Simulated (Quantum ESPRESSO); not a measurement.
**Ga: single-point calculation (part 1 of 2)**

Ga (2 atoms in the cell), computed with Kohn-Sham DFT of a periodic cell, r2SCAN, SG15 PBE 1.2, no spin polarisation (Quantum ESPRESSO 7.5).

The structure derives from an entry of the Crystallography Open Database.

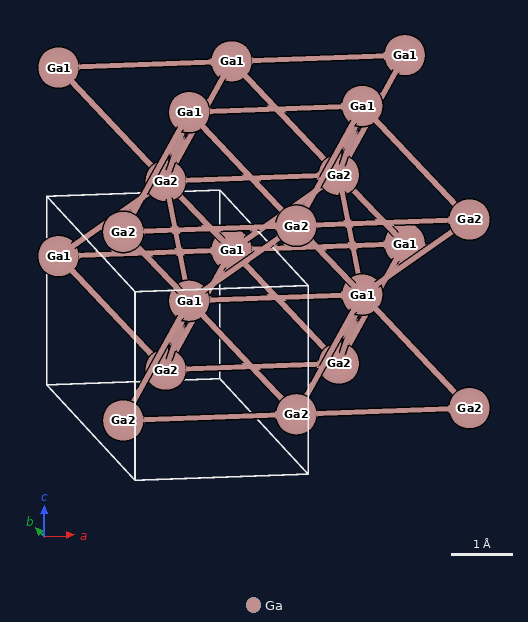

Figure 1. The structure as given in the input (ball-and-stick view of the cell 2 times as large as that of the calculation, set on its symmetry axes, repeated 2 × 1 × 2, seen slightly off an axis; atoms are numbered from 1 in the order of the input).

**Results in brief**

| quantity | value |
| --- | --- |
| outcome | converged |
| space group (tolerance 0.01 Å) | Cmcm (63) |
| electrons treated | 26 |
| free energy | −3540.0433 eV |
| Fermi energy | 10.725 eV |
| gap on the k-point mesh | none (metallic) |
| pressure | −3.17 GPa |
| largest force (length of the vector) | 0.431 eV/Å |
| hardware | 2 threads of Intel Xeon (Sapphire Rapids), 64 GiB of memory available, shared host |
| wall time | 3.5 min (CPU time 7.1 min) |
| peak memory | 0.3 GiB |

**Notes**

Further notes kept with the run: potentials made for another functional. Notes on the run: negative rho. Points of doubt noted for this run: coarse mesh; potentials made for another functional. The k-point mesh is coarse for a cell of this size, so the results may not be converged.

**Input**
```
&CONTROL
  calculation = 'scf'
  prefix = 'pwscf'
  outdir = './tmp'
  pseudo_dir = './pseudo'
  tprnfor = .true.
  tstress = .true.
  disk_io = 'nowf'
/
&SYSTEM
  ibrav = 0
  nat = 2
  ntyp = 1
  ecutwfc = 88
  nbnd = 20
  input_dft = 'r2scan'
  occupations = 'smearing'
  smearing = 'fd'
  degauss = 0.00367493
  nosym = .true.
  nr1 = 60
  nr2 = 60
  nr3 = 40
/
&ELECTRONS
  conv_thr = 1d-08
  electron_maxstep = 120
  mixing_beta = 0.5
/
ATOMIC_SPECIES
Ga    69.7230 Ga_ONCV_PBE-1.2.upf
CELL_PARAMETERS angstrom
   1.4500000000   -4.0650000000    0.0000000000
   1.4500000000    4.0650000000    0.0000000000
   0.0000000000    0.0000000000    3.1700000000
ATOMIC_POSITIONS crystal
Ga     0.1330000000    0.8670000000    0.7500000000
Ga     0.8670000000    0.1330000000    0.2500000000
K_POINTS automatic
6 6 4 0 0 0
```

Command:
```bash
OMP_NUM_THREADS=1 mpirun -n 2 pw.x -nk 2 -in pw.in > pw.out
```

**What the program printed**
```
This program is part of the open-source Quantum ESPRESSO suite
     for quantum simulation of materials; please cite
         "P. Giannozzi et al., J. Phys.:Condens. Matter 21 395502 (2009);
         "P. Giannozzi et al., J. Phys.:Condens. Matter 29 465901 (2017);
         "P. Giannozzi et al., J. Chem. Phys. 152 154105 (2020);
          URL
     in publications or presentations arising from this work. More details at

     IMPORTANT: XC functional enforced from input :
     Exchange-correlation= R2SCAN
                           (   0   0   0   0   0 497 498)
     Any further DFT definition will be discarded
     Please, verify this is what you really want

     K-points division:     npool     =       2
     Subspace diagonalization in iterative solution of the eigenvalue problem:
     a serial algorithm will be used

     G-vector sticks info
     --------------------
     sticks:   dense  smooth     PW     G-vecs:    dense   smooth      PW
     Sum        1185    1185    379                28083    28083    5155

     Using Slab Decomposition

     bravais-lattice index     =            0
     lattice parameter (alat)  =       8.1558  a.u.
     unit-cell volume          =     252.1822 (a.u.)^3
     number of atoms/cell      =            2
     number of atomic types    =            1
     number of electrons       =        26.00
     number of Kohn-Sham states=           20
     kinetic-energy cutoff     =      88.0000  Ry
     charge density cutoff     =     352.0000  Ry
     scf convergence threshold =      1.0E-08
     mixing beta               =       0.5000
     number of iterations used =            8  plain     mixing
     Exchange-correlation= R2SCAN
                           (   0   0   0   0   0 497 498)

     celldm(1)=   8.155810  celldm(2)=   0.000000  celldm(3)=   0.000000
     celldm(4)=   0.000000  celldm(5)=   0.000000  celldm(6)=   0.000000

     crystal axes: (cart. coord. in units of alat)
               a(1) = (   0.335969  -0.941873   0.000000 )
               a(2) = (   0.335969   0.941873   0.000000 )
               a(3) = (   0.000000   0.000000   0.734499 )

     reciprocal axes: (cart. coord. in units 2 pi/alat)
               b(1) = (  1.488231 -0.530857  0.000000 )
               b(2) = (  1.488231  0.530857 -0.000000 )
               b(3) = ( -0.000000  0.000000  1.361473 )

     PseudoPot. # 1 for Ga read from file:
     Ga_ONCV_PBE-1.2.upf
     Pseudo is Norm-conserving, Zval = 13.0
     Generated using ONCVPSP code by D. R. Hamann
     Using radial grid of  602 points,  6 beta functions with:
                l(1) =   0
                l(2) =   0
                l(3) =   1
                l(4) =   1
                l(5) =   2
                l(6) =   2

     atomic species   valence    mass     pseudopotential
     Ga               13.00    69.72300     Ga( 1.00)

     No symmetry found

   Cartesian axes

     site n.     atom                  positions (alat units)
         1        Ga     tau(   1) = (   0.3359694   0.6913347   0.5508740  )
         2        Ga     tau(   2) = (   0.3359694  -0.6913347   0.1836247  )

     number of k points=    76  Fermi-Dirac smearing, width (Ry)=  0.0037
                       cart. coord. in units 2pi/alat
        k(    1) = (   0.0000000   0.0000000   0.0000000), wk =   0.0138889
        k(    2) = (   0.0000000   0.0000000   0.3403682), wk =   0.0277778
        k(    3) = (   0.0000000   0.0000000  -0.6807364), wk =   0.0138889
        k(    4) = (   0.2480384   0.0884762   0.0000000), wk =   0.0277778
        k(    5) = (   0.2480384   0.0884762   0.3403682), wk =   0.0277778
        k(    6) = (   0.2480384   0.0884762  -0.6807364), wk =   0.0277778
        k(    7) = (   0.2480384   0.0884762  -0.3403682), wk =   0.0277778
        k(    8) = (   0.4960769   0.1769524   0.0000000), wk =   0.0277778
        k(    9) = (   0.4960769   0.1769524   0.3403682), wk =   0.0277778
        k(   10) = (   0.4960769   0.1769524  -0.6807364), wk =   0.0277778
        k(   11) = (   0.4960769   0.1769524  -0.3403682), wk =   0.0277778
        k(   12) = (  -0.7441153  -0.2654286   0.0000000), wk =   0.0138889
        k(   13) = (  -0.7441153  -0.2654286   0.3403682), wk =   0.0277778
        k(   14) = (  -0.7441153  -0.2654286  -0.6807364), wk =   0.0138889
        k(   15) = (   0.2480384  -0.0884762   0.0000000), wk =   0.0277778
        k(   16) = (   0.2480384  -0.0884762   0.3403682), wk =   0.0277778
        k(   17) = (   0.2480384  -0.0884762  -0.6807364), wk =   0.0277778
        k(   18) = (   0.2480384  -0.0884762  -0.3403682), wk =   0.0277778
        k(   19) = (   0.4960769   0.0000000   0.0000000), wk =   0.0277778
        k(   20) = (   0.4960769   0.0000000   0.3403682), wk =   0.0277778
        k(   21) = (   0.4960769   0.0000000  -0.6807364), wk =   0.0277778
        k(   22) = (   0.4960769   0.0000000  -0.3403682), wk =   0.0277778
        k(   23) = (   0.7441153   0.0884762   0.0000000), wk =   0.0277778
        k(   24) = (   0.7441153   0.0884762   0.3403682), wk =   0.0277778
        k(   25) = (   0.7441153   0.0884762  -0.6807364), wk =   0.0277778
        k(   26) = (   0.7441153   0.0884762  -0.3403682), wk =   0.0277778
        k(   27) = (  -0.4960769  -0.3539048   0.0000000), wk =   0.0277778
        k(   28) = (  -0.4960769  -0.3539048   0.3403682), wk =   0.0277778
        k(   29) = (  -0.4960769  -0.3539048  -0.6807364), wk =   0.0277778
        k(   30) = (  -0.4960769  -0.3539048  -0.3403682), wk =   0.0277778
        k(   31) = (  -0.2480384  -0.2654286   0.0000000), wk =   0.0277778
        k(   32) = (  -0.2480384  -0.2654286   0.3403682), wk =   0.0277778
        k(   33) = (  -0.2480384  -0.2654286  -0.6807364), wk =   0.0277778
        k(   34) = (  -0.2480384  -0.2654286  -0.3403682), wk =   0.0277778
        k(   35) = (   0.0000000  -0.1769524   0.0000000), wk =   0.0277778
        k(   36) = (   0.0000000  -0.1769524   0.3403682), wk =   0.0277778
        k(   37) = (   0.0000000  -0.1769524  -0.6807364), wk =   0.0277778
        k(   38) = (   0.0000000  -0.1769524  -0.3403682), wk =   0.0277778
        k(   39) = (   0.4960769  -0.1769524   0.0000000), wk =   0.0277778
        k(   40) = (   0.4960769  -0.1769524   0.3403682), wk =   0.0277778
        k(   41) = (   0.4960769  -0.1769524  -0.6807364), wk =   0.0277778
        k(   42) = (   0.4960769  -0.1769524  -0.3403682), wk =   0.0277778
        k(   43) = (   0.7441153  -0.0884762   0.0000000), wk =   0.0277778
        k(   44) = (   0.7441153  -0.0884762   0.3403682), wk =   0.0277778
        k(   45) = (   0.7441153  -0.0884762  -0.6807364), wk =   0.0277778
        k(   46) = (   0.7441153  -0.0884762  -0.3403682), wk =   0.0277778
        k(   47) = (   0.9921538   0.0000000   0.0000000), wk =   0.0277778
        k(   48) = (   0.9921538   0.0000000   0.3403682), wk =   0.0277778
        k(   49) = (   0.9921538   0.0000000  -0.6807364), wk =   0.0277778
        k(   50) = (   0.9921538   0.0000000  -0.3403682), wk =   0.0277778
        k(   51) = (  -0.2480384  -0.4423810   0.0000000), wk =   0.0277778
        k(   52) = (  -0.2480384  -0.4423810   0.3403682), wk =   0.0277778
        k(   53) = (  -0.2480384  -0.4423810  -0.6807364), wk =   0.0277778
        k(   54) = (  -0.2480384  -0.4423810  -0.3403682), wk =   0.0277778
        k(   55) = (  -0.0000000  -0.3539048   0.0000000), wk =   0.0277778
        k(   56) = (  -0.0000000  -0.3539048   0.3403682), wk =   0.0277778
        k(   57) = (  -0.0000000  -0.3539048  -0.6807364), wk =   0.0277778
        k(   58) = (  -0.0000000  -0.3539048  -0.3403682), wk =   0.0277778
        k(   59) = (   0.2480384  -0.2654286   0.0000000), wk =   0.0277778
        k(   60) = (   0.2480384  -0.2654286   0.3403682), wk =   0.0277778
        k(   61) = (   0.2480384  -0.2654286  -0.6807364), wk =   0.0277778
        k(   62) = (   0.2480384  -0.2654286  -0.3403682), wk =   0.0277778
        k(   63) = (  -0.7441153   0.2654286   0.0000000), wk =   0.0138889
        k(   64) = (  -0.7441153   0.2654286   0.3403682), wk =   0.0277778
        k(   65) = (  -0.7441153   0.2654286  -0.6807364), wk =   0.0138889
        k(   66) = (  -0.4960769   0.3539048   0.0000000), wk =   0.0277778
        k(   67) = (  -0.4960769   0.3539048   0.3403682), wk =   0.0277778
        k(   68) = (  -0.4960769   0.3539048  -0.6807364), wk =   0.0277778
        k(   69) = (  -0.4960769   0.3539048  -0.3403682), wk =   0.0277778
        k(   70) = (  -0.2480384   0.4423810   0.0000000), wk =   0.0277778
        k(   71) = (  -0.2480384   0.4423810   0.3403682), wk =   0.0277778
        k(   72) = (  -0.2480384   0.4423810  -0.6807364), wk =   0.0277778
        k(   73) = (  -0.2480384   0.4423810  -0.3403682), wk =   0.0277778
        k(   74) = (  -1.4882307   0.0000000   0.0000000), wk =   0.0138889
        k(   75) = (  -1.4882307   0.0000000   0.3403682), wk =   0.0277778
        k(   76) = (  -1.4882307   0.0000000  -0.6807364), wk =   0.0138889

     Dense  grid:    28083 G-vectors     FFT dimensions: (  60,  60,  40)

     WARNING: libxc functional with ID  497 depends
      on external parameters: check the user_guide of
      QE if you need to modify them or to check their
      default values.

     WARNING: libxc functional with ID  498 depends
      on external parameters: check the user_guide of
      QE if you need to modify them or to check their
      default values.

     Initial potential from superposition of free atoms

     starting charge      25.8483, renormalised to      26.0000
     Starting wfcs are random

     Self-consistent Calculation

     iteration #  1     ecut=    88.00 Ry     beta= 0.50
     Davidson diagonalization with overlap
     ethr =  1.00E-02,  avg # of iterations = 10.4

     total energy              =    -259.88443592 Ry
     estimated scf accuracy    <     338.90150306 Ry

     iteration #  2     ecut=    88.00 Ry     beta= 0.50
     Davidson diagonalization with overlap
     ethr =  1.00E-02,  avg # of iterations =  1.0

     negative rho (up,down):  6.144E-07 0.000E+00

     total energy              =    -260.16502870 Ry
     estimated scf accuracy    <     116.21495315 Ry

     iteration #  3     ecut=    88.00 Ry     beta= 0.50
     Davidson diagonalization with overlap
     ethr =  1.00E-02,  avg # of iterations =  1.0

     total energy              =    -260.18710248 Ry
     estimated scf accuracy    <       3.81008309 Ry

     iteration #  4     ecut=    88.00 Ry     beta= 0.50
     Davidson diagonalization with overlap
     ethr =  1.00E-02,  avg # of iterations =  1.0

     total energy              =    -260.18828445 Ry
     estimated scf accuracy    <       0.02935963 Ry

     iteration #  5     ecut=    88.00 Ry     beta= 0.50
     Davidson diagonalization with overlap
     ethr =  1.13E-04,  avg # of iterations =  2.7

     negative rho (up,down):  6.860E-08 0.000E+00

     total energy              =    -260.18841067 Ry
     estimated scf accuracy    <       0.02753730 Ry

     iteration #  6     ecut=    88.00 Ry     beta= 0.50
     Davidson diagonalization with overlap
     ethr =  1.06E-04,  avg # of iterations =  1.1

     total energy              =    -260.18833082 Ry
     estimated scf accuracy    <       0.05172063 Ry

     iteration #  7     ecut=    88.00 Ry     beta= 0.50
     Davidson diagonalization with overlap
     ethr =  1.06E-04,  avg # of iterations =  1.0

     total energy              =    -260.18838152 Ry
     estimated scf accuracy    <       0.00097182 Ry

     iteration #  8     ecut=    88.00 Ry     beta= 0.50
     Davidson diagonalization with overlap
     ethr =  3.74E-06,  avg # of iterations =  3.0

     total energy              =    -260.18838519 Ry
     estimated scf accuracy    <       0.00044563 Ry

     iteration #  9     ecut=    88.00 Ry     beta= 0.50
     Davidson diagonalization with overlap
     ethr =  1.71E-06,  avg # of iterations =  1.1

     total energy              =    -260.18838544 Ry
     estimated scf accuracy    <       0.00030257 Ry

     iteration # 10     ecut=    88.00 Ry     beta= 0.50
     Davidson diagonalization with overlap
     ethr =  1.16E-06,  avg # of iterations =  1.0

     total energy              =    -260.18838554 Ry
     estimated scf accuracy    <       0.00009878 Ry

     iteration # 11     ecut=    88.00 Ry     beta= 0.50
     Davidson diagonalization with overlap
     ethr =  3.80E-07,  avg # of iterations =  1.0

     total energy              =    -260.18838539 Ry
     estimated scf accuracy    <       0.00005597 Ry

     iteration # 12     ecut=    88.00 Ry     beta= 0.50
     Davidson diagonalization with overlap
     ethr =  2.15E-07,  avg # of iterations =  1.0

     total energy              =    -260.18838546 Ry
     estimated scf accuracy    <       0.00000110 Ry

     iteration # 13     ecut=    88.00 Ry     beta= 0.50
     Davidson diagonalization with overlap
     ethr =  4.24E-09,  avg # of iterations =  1.0

     total energy              =    -260.18838546 Ry
     estimated scf accuracy    <       0.00000001 Ry

     iteration # 14     ecut=    88.00 Ry     beta= 0.50
     Davidson diagonalization with overlap
     ethr =  4.53E-11,  avg # of iterations =  1.6

     End of self-consistent calculation

          k = 0.0000 0.0000 0.0000 (  3503 PWs)   bands (ev):

    -4.1613  -4.1335  -4.0495  -4.0450  -3.8230  -3.7934  -3.7733  -3.7559
    -3.7444  -3.5798  -0.9356   8.4240   9.2615  13.8712  18.1459  19.1151
    20.0259  21.9612  22.6197  23.5431

          k = 0.0000 0.0000 0.3404 (  3502 PWs)   bands (ev):

    -4.1638  -4.0548  -4.0452  -3.9616  -3.8927  -3.8908  -3.7664  -3.6941
    -3.6931  -3.6764   0.0679   7.7065   9.5954  11.1991  17.9766  18.0810
    19.9905  20.7965  23.5798  24.7360

          k = 0.0000 0.0000-0.6807 (  3538 PWs)   bands (ev):

    -4.1239  -4.1239  -3.9397  -3.9397  -3.8713  -3.8713  -3.8128  -3.8128
    -3.6638  -3.6638   3.0909   3.0909  12.8242  12.8242  13.6168  13.6168
    21.6413  21.6413  26.0455  26.0455

          k = 0.2480 0.0885 0.0000 (  3503 PWs)   bands (ev):

    -4.1330  -4.1148  -4.0278  -3.9518  -3.8544  -3.8314  -3.7966  -3.7676
    -3.7657  -3.5904  -0.3372   7.7413  10.9473  14.4407  14.4887  16.4777
    18.6908  22.4267  23.7581  27.2416

          k = 0.2480 0.0885 0.3404 (  3513 PWs)   bands (ev):

    -4.1409  -4.0214  -4.0133  -3.9425  -3.9286  -3.8760  -3.7645  -3.7544
    -3.7210  -3.6498   0.6661   7.9954   9.5013  12.5924  15.3750  16.6731
    17.7241  20.0987  23.9297  25.0758

          k = 0.2480 0.0885-0.6807 (  3512 PWs)   bands (ev):

    -4.1080  -4.1080  -3.9556  -3.9556  -3.8544  -3.8544  -3.8042  -3.8042
    -3.6744  -3.6744   3.6787   3.6787  12.0920  12.0920  15.2699  15.2699
    17.8283  17.8283  21.7607  21.7607

          k = 0.2480 0.0885-0.3404 (  3513 PWs)   bands (ev):

    -4.1409  -4.0214  -4.0133  -3.9425  -3.9286  -3.8760  -3.7645  -3.7544
    -3.7210  -3.6498   0.6661   7.9954   9.5013  12.5924  15.3750  16.6731
    17.7241  20.0987  23.9297  25.0758

          k = 0.4961 0.1770 0.0000 (  3508 PWs)   bands (ev):

    -4.0817  -4.0790  -3.9924  -3.9679  -3.9134  -3.8080  -3.7960  -3.7926
    -3.7332  -3.6196   1.4571   7.4452   9.6375  12.1002  14.8639  16.1951
    20.2876  21.8959  23.5155  25.2610

          k = 0.4961 0.1770 0.3404 (  3514 PWs)   bands (ev):

    -4.1299  -4.0283  -4.0042  -3.9552  -3.8976  -3.8492  -3.7944  -3.7574
    -3.7092  -3.6312   2.4475   8.3508  10.0631  11.1830  13.1832  15.8563
    16.6319  20.0236  21.0227  24.3001

          k = 0.4961 0.1770-0.6807 (  3528 PWs)   bands (ev):

    -4.1194  -4.1194  -4.0063  -4.0063  -3.8174  -3.8174  -3.7536  -3.7536
    -3.6671  -3.6671   5.4154   5.4154  11.6355  11.6355  13.3393  13.3393
    16.5777  16.5777  20.1001  20.1001

          k = 0.4961 0.1770-0.3404 (  3514 PWs)   bands (ev):

    -4.1299  -4.0283  -4.0042  -3.9552  -3.8976  -3.8492  -3.7944  -3.7574
    -3.7092  -3.6312   2.4475   8.3508  10.0631  11.1830  13.1832  15.8563
    16.6319  20.0236  21.0227  24.3001

          k =-0.7441-0.2654 0.0000 (  3508 PWs)   bands (ev):

    -4.0822  -4.0611  -3.9860  -3.9832  -3.9590  -3.8261  -3.7984  -3.7760
    -3.6456  -3.6403   3.7960   5.2406   8.9782  10.5684  17.6259  17.8338
    20.2829  20.6572  22.7541  23.6535

          k =-0.7441-0.2654 0.3404 (  3526 PWs)   bands (ev):

    -4.1473  -4.0481  -3.9919  -3.9606  -3.9059  -3.8347  -3.8278  -3.7628
    -3.6250  -3.6229   4.7320   6.2817   9.9764  11.0245  13.1561  14.3142
    18.7941  18.8486  21.3043  21.6025

          k =-0.7441-0.2654-0.6807 (  3516 PWs)   bands (ev):

    -4.1140  -4.1140  -4.0645  -4.0645  -3.8043  -3.8043  -3.7317  -3.7317
    -3.6316  -3.6316   7.6061   7.6061   9.2352   9.2352  12.8202  12.8202
    15.5848  15.5848  22.6906  22.6906

          k = 0.2480-0.0885 0.0000 (  3503 PWs)   bands (ev):
```
